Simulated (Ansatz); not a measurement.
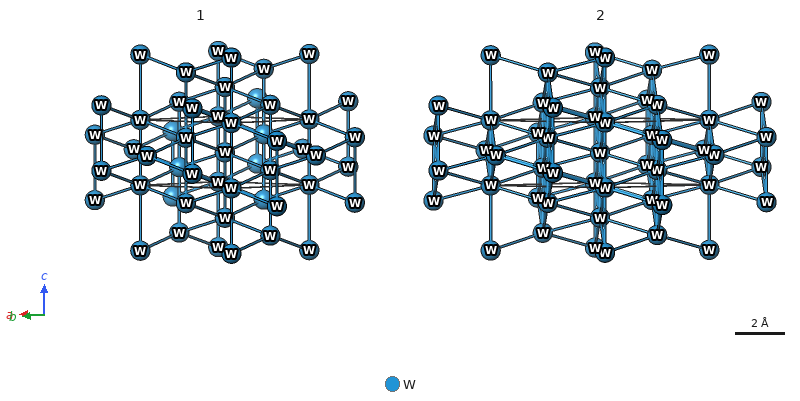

Two geometries of a crystal of W (a generated structure, set up in I4_1/amd), drawn at one scale. One is the start of a relaxation, the other its converged end. The picture is a ball-and-stick view of the conventional cell (2 times the calculation's cell), seen from a free direction. Lengths and directions refer to the drawn axes.

All numbers below come from Ansatz, DFT, PBE, plane waves (420 eV) with PAW, scalar-relativistic. Set-up: plane-wave cutoff 420 eV; k-point mesh 13 × 13 × 9; occupations fermi dirac; smearing width 0.1 eV; no spin polarisation; cell and atoms relaxed; force threshold 0.01 eV/Å; at most 60 steps.

Which one is relaxed?

Answer. Structure 2 is the relaxed one. Phase: beta-Sn type. After 13 accepted moves (15 points after the start) the energy has fallen by 886 meV per atom. The largest force component goes from 0.00036 to 0.00038 eV/Å. Pressure: 15.00 GPa at the start and 0.00 GPa at the end. The SCF was repeated twice at an unchanged geometry on a basis and grid sized afresh for the cell, which shifted the energy by 25.6 meV per atom at most. No atom moves by more than 0.005 Å relative to the cell. Cell: a = b 4.958 → 5.277 Å (+6.4 %), c 2.707 → 2.694 Å (−0.5 %), γ 90.0° → 61.4°. Volume −1.0 %. Some distances before and after: W–W 3.758 → 3.014 Å, W–W 2.570 → 2.723 Å, W–W 3.205 → 3.324 Å, W–W 2.707 → 2.694 Å. New bonds form: W–W (3.76 → 3.01 Å). Among the angles between lasting bonds that change: W–W–W 94.0° → 67.2°, W–W–W 94.0° → 120.7°. The space group (tolerance 0.01 Å) goes from I4_1/amd (No. 141) to Fddd (No. 70).
